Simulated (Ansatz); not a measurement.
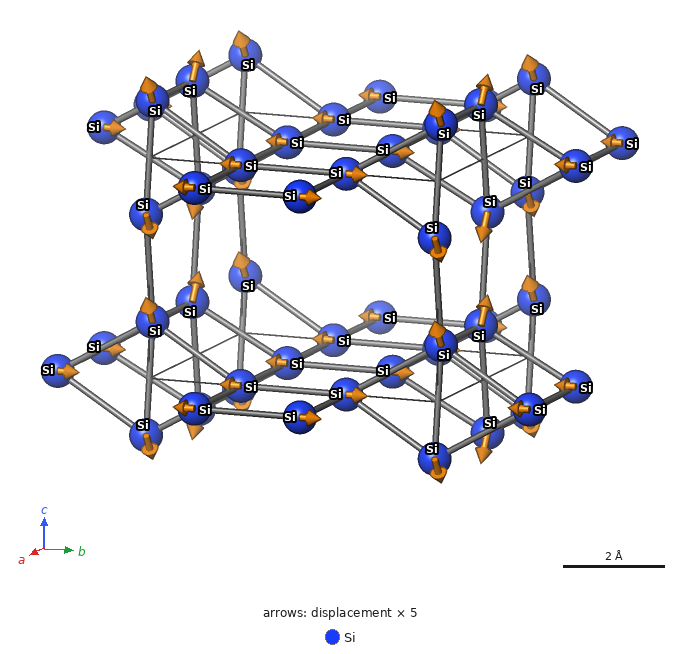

This is a relaxation of solid Si (a generated structure, set up in Pmma) (coarse preliminary run). The starting structure is drawn; orange arrows show the displacements (the part carried along by the change of the cell is left out), magnified 5 times.

Style: ball-and-stick. Shown: the cell of the calculation, slightly off an axis.

Computed with DFT PBE, scalar-relativistic, plane waves, PAW (Ansatz 0.2.0).

Input
```yaml
crystal:
  lattice:
    - [4.88591933, 0.0, 0.0]
    - [0.0, 6.19949227, 0.0]
    - [0.0, 0.0, 4.48176761]
  atoms:
    - { symbol: Si, position: [0.46495637, 0.0, 0.74996644] }
    - { symbol: Si, position: [0.03504363, 0.0, 0.74996644] }
    - { symbol: Si, position: [0.53504363, 0.0, 0.25003356] }
    - { symbol: Si, position: [0.96495637, 0.0, 0.25003356] }
    - { symbol: Si, position: [0.0, 0.31719465, 0.0] }
    - { symbol: Si, position: [0.5, 0.68280535, 0.0] }
    - { symbol: Si, position: [0.0, 0.68280535, 0.0] }
    - { symbol: Si, position: [0.5, 0.31719465, 0.0] }
basis:
  ecutwfc: 420
kpoints:
  mp_grid: { grid: [4, 4, 4] }
hamiltonian:
  xc: pbe
scf:
  occupations: { method: gaussian, width: 0.1 }
  lower_state_search: "off"
output:
  forces: true
  stress: true
  eigenvalues: true
relax:
  adjacent_minimum: "off"
  f_tol: 0.04
  max_steps: 70
  cell: { stress_tol: 0.4 }
```

Command:
```bash
ansatz run input.yaml --threads 1 --pin off --max-ram 2560MiB --backend cpu --events-out ev --progress --plain --runs-dir out
```

**What happened in the run?**

The largest moves relative to the cell, 0.14 Å, are those of Si1, Si2, Si3 and Si4. Si4 goes along [1 0 2]. The volume changes by +29.5 %, with a 4.886 → 5.339 Å (+9.3 %), b 6.199 → 6.384 Å (+3.0 %), c 4.482 → 5.158 Å (+15.1 %). Some distances before and after: Si1–Si3 2.267 → 2.819 Å, Si1–Si2 2.101 → 2.440 Å, Si5–Si7 2.267 → 2.525 Å, Si5–Si8 2.443 → 2.670 Å. Among the angles between lasting bonds that change: Si2–Si5–Si4 59.9° → 72.3°, Si6–Si1–Si8 120.1° → 107.7°, Si3–Si1–Si6 118.5° → 125.5°. The space group stays Pmma (No. 51). Over 7 accepted moves (9 points after the start) the energy falls by 3.043 eV per cell of the calculation. The largest force component goes from 2.8 to 0.038 eV/Å. Pressure: 28.01 GPa at the start and 0.17 GPa at the end. The line search rejected the trial step at point 5 of the run. At 1 point the geometry stayed and the basis and grid were re-selected for the new cell (energy shift of 30.5 meV per cell of the calculation at most each time). Cost: 70 s on 1 thread of Arm Neoverse V1, on a shared host, peak memory 0.4 GiB.
